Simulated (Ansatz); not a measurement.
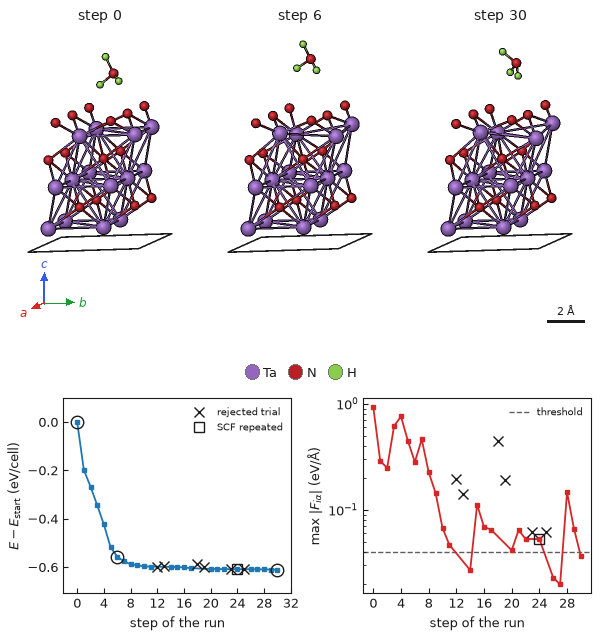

Frames of a constrained relaxation of a slab of composition Ta$_{12}$H$_{3}$N$_{13}$ (cut from the Fm-3m phase), marked on the history of the run. A ball-and-stick model of the cell of the calculation, outlined in the plane, without the vacuum (origin shifted), seen slightly off an axis.

Case: 1 NH3 a cell, inverted, over a bridge N-N site. The slab is the (1 1 1) face of TaN with NH3 on it. 12 atoms are held fixed.

All numbers below come from DFT PBE+D3(BJ), scalar-relativistic, plane waves, PAW in Ansatz. (plane-wave cutoff 420 eV; k-point mesh 4 × 4 × 1; occupations gaussian; smearing width 0.1 eV; no spin polarisation; dipole correction; atoms relaxed in a fixed cell; force threshold 0.04 eV/Å; at most 100 steps)

> What happens along the run?

Over 23 accepted moves (30 points after the start) the energy falls by 0.610 eV per cell of the calculation. The largest force component goes from 0.92 to 0.037 eV/Å. The line search rejected the trial steps at points 12, 13, 18, 19, 23, 25 of the run. 1 step only repeated the SCF at the same geometry. The forces were under the threshold at step 14, but the run went on from there. The largest move is that of an H atom, 0.89 Å at 39° to the normal (+c side). By element the largest moves are H 0.89 Å, N 0.76 Å, Ta 0.24 Å. The lattice vectors keep their values. Some distances before and after: Ta–Ta 3.208 → 3.416 Å, Ta–Ta 3.208 → 3.002 Å, Ta–Ta 3.208 → 3.360 Å, N–Ta 2.012 → 2.161 Å. Bond angles that change, for instance: Ta–N–Ta 91.9° → 83.2°, Ta–N–Ta 177.3° → 168.9°, Ta–N–Ta 91.9° → 99.2°. From step 0 to 6: H atoms move most (0.99 Å), energy −0.556 eV per cell of the calculation. From step 6 to 30: an H atom moves most (0.82 Å), energy −54.1 meV per cell of the calculation.

Limits of the set-up: the periodic images lie only 6.2 Å apart, so the values are limited by the cell's size.
